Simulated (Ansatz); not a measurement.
Consider AlAs (slab).

```
CELL_PARAMETERS angstrom
4.01255 0.00000 0.00000
-2.00627 3.47497 0.00000
0.00000 0.00000 25.64775
ATOMIC_POSITIONS crystal
As 0.00000 0.00000 0.29242
Al 0.33333 0.66667 0.32436
As 0.33333 0.66667 0.42016
Al 0.66667 0.33333 0.45210
As 0.66667 0.33333 0.54790
Al 0.00000 0.00000 0.57984
As 0.00000 0.00000 0.67564
Al 0.33333 0.66667 0.70758
```

Not relaxed (largest force 0.7 eV/Å).

Level of theory: DFT PBEsol, scalar-relativistic, plane waves, PAW (Ansatz 0.2.0).

**What will maps of the valence pseudo-density and electron localisation function show?**

Al–As (2.46 Å): ρ is about 0.44 e/Å³ halfway; the ELF peaks at about 0.90 between the atoms.

**Metal or insulator at this level of theory?**

It is metallic or semimetallic at this level of theory: no gap opens.

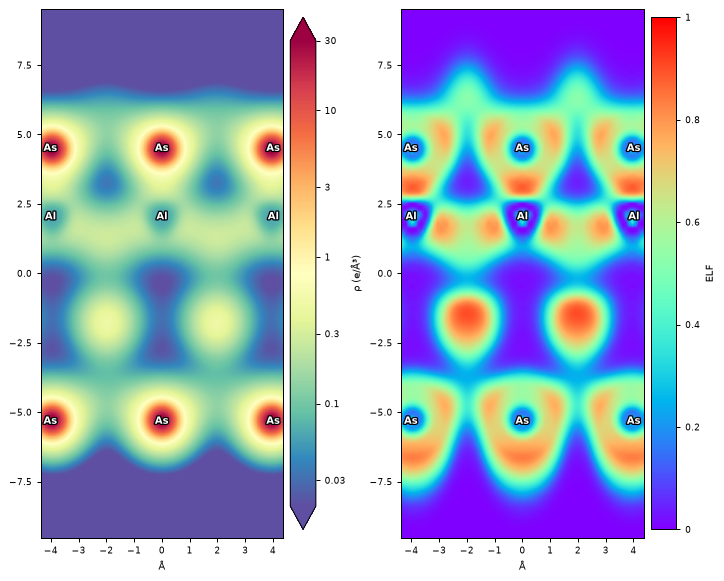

Computed valence pseudo-density and electron localisation function on the (100) plane of the calculation cell, a cut from vacuum to vacuum, in this order. 

Core electrons are frozen (PAW), and the valence fields are smoothed inside the atomic spheres.
